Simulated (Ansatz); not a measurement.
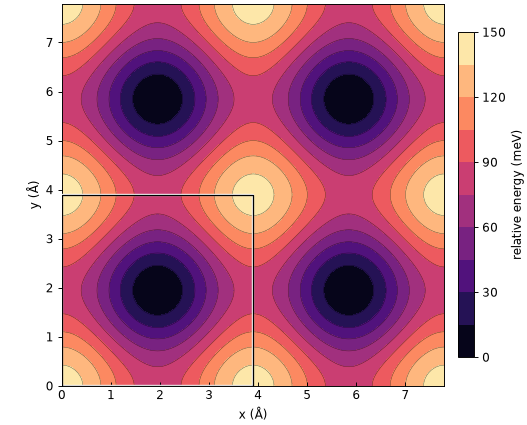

H on an AgCl(100) slab cut from the Fm-3m phase, its upper half relaxed before the scan (4 atoms of substrate and one adsorbate in a 1 × 1 cell). 
- H is moved over the surface cell at a fixed height above a rigid substrate; the origin of the map has the adsorbate above Cl4; the height is held at 2.50 Å.
- Places are given modulo a cell vector. The map is drawn in real space over the plane of the surface.
- Grid: 8 × 8 points; 15 points were computed and 49 follow by symmetry.
- All energies are given in meV relative to the lowest grid point.
- With one adsorbate in each 1 × 1 cell, its nearest image is 3.9 Å away, so neighbouring adsorbates interact. At a fixed height the lowest place need not be the adsorption site.
- These are results of DFT PBE+D3(BJ), scalar-relativistic, plane waves, PAW (Ansatz), not measurements. Settings: cutoff 420 eV, k-mesh 7×7×1, gaussian smearing 0.05 eV, spin-polarised.

Drawn: filled contours, the outline of one cell of the 2 × 2 shown. Between grid points the surface is interpolated.

The lowest grid point is at the top site over a surface Ag atom, (4/8, 4/8) of the cell vectors. It is the only kind of minimum in the scanned range. The highest grid point, the top site over a surface Cl atom, (0/8, 0/8) of the cell vectors, lies 142 meV above the lowest. On the interpolated surface the easiest way out of the lowest well to its copy in the next cell or period passes a barrier of about 82 meV. At the lowest point the adsorbate has 1 Ag at 2.62 Å as nearest neighbours, at the highest 1 Cl at 2.50 Å.

The scan is repeated with another setting: the height is held at 3.30 Å; all else is set up alike.

What will the new map look like?

The lowest place stays at the top site over a surface Ag atom, (4/8, 4/8) of the cell vectors. The span from the lowest to the highest grid point shrinks from 142 to 14 meV. The easiest pass out of the lowest well goes from about 82 to about 6.8 meV on the interpolated surfaces. In the new map: at the lowest point the adsorbate has 1 Ag at 3.42 Å as nearest neighbours, at the highest 1 Cl at 3.30 Å.

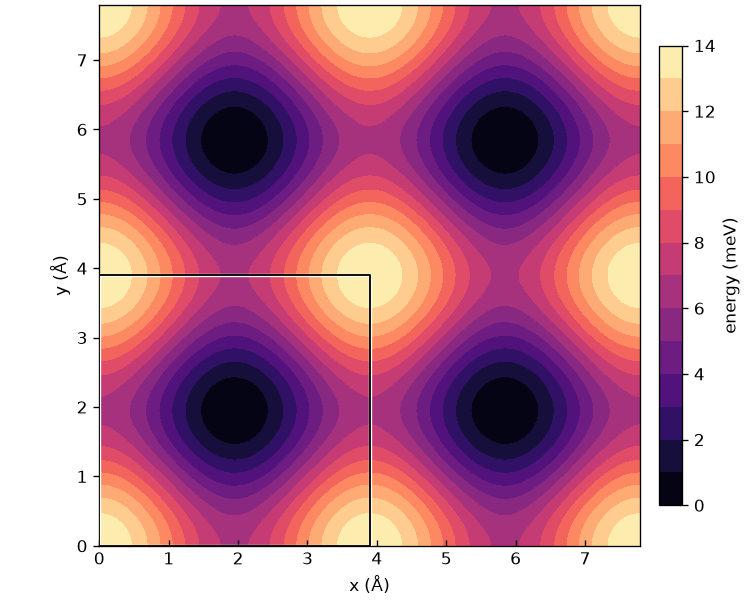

The map after the change, on a colour scale of its own. In the figure: filled contours, the outline of one cell of the 2 × 2 shown. Between grid points the surface is interpolated.
